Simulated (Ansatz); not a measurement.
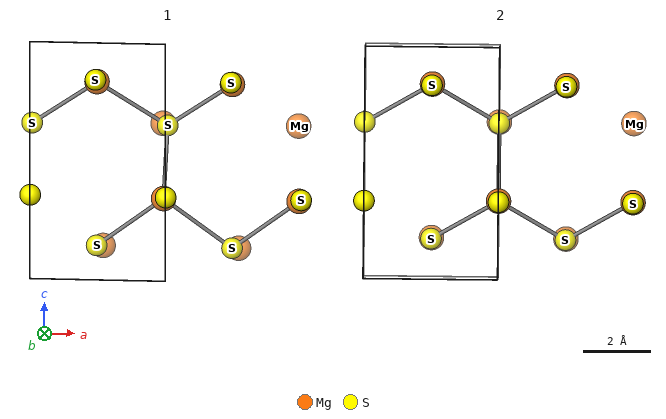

Two geometries of solid MgS (set up in P1) (coarse preliminary run), drawn at one scale. One is the start of a relaxation, the other its converged end. The picture is a ball-and-stick view of the cell of the calculation, repeated 2 × 1 × 1 with one cell outlined, seen along the b axis.

Method: DFT PBE, scalar-relativistic, plane waves, PAW in Ansatz. (plane-wave cutoff 420 eV; k-point mesh 4 × 2 × 2; occupations gaussian; smearing width 0.1 eV; no spin polarisation; cell and atoms relaxed; force threshold 0.025 eV/Å; at most 60 steps)

Which one is relaxed?

Structure 2 is the relaxed one. After 2 accepted moves (3 points after the start) the energy has fallen by 69.6 meV per atom. Largest force component: 1.4 eV/Å at the start, 0.022 eV/Å at the end. Pressure: 0.11 GPa at the start and 0.13 GPa at the end. At 1 point the geometry stayed and the basis and grid were re-selected for the new cell (energy shift of less than 0.05 meV per atom at most each time). The atom that moves furthest relative to the cell is a Mg atom (0.23 Å roughly along [−2 1 1]). By element the largest moves are Mg 0.23 Å, S 0.15 Å. The volume changes by −2.2 %, with a 4.091 → 4.060 Å (−0.7 %), b 6.443 → 6.473 Å (+0.5 %), c 7.156 → 7.016 Å (−2.0 %), α 91.6° → 90.0°, β 91.2° → 90.1°, γ 90.4° → 90.0°. Among the contacts that change: Mg–S 2.816 → 2.465 Å, Mg–S 2.670 → 2.463 Å, Mg–S 2.619 → 2.464 Å, Mg–S 2.306 → 2.461 Å. Bond angles that change, for instance: S–Mg–S 100.0° → 110.9°, Mg–S–Mg 100.0° → 110.9°, S–Mg–S 102.0° → 111.0°. The space group stays P1 (No. 1). The run took 12 s on 1 thread of Intel(R) Xeon(R) 6975P-C (Granite Rapids), on a shared host, peak memory 0.44 GiB.
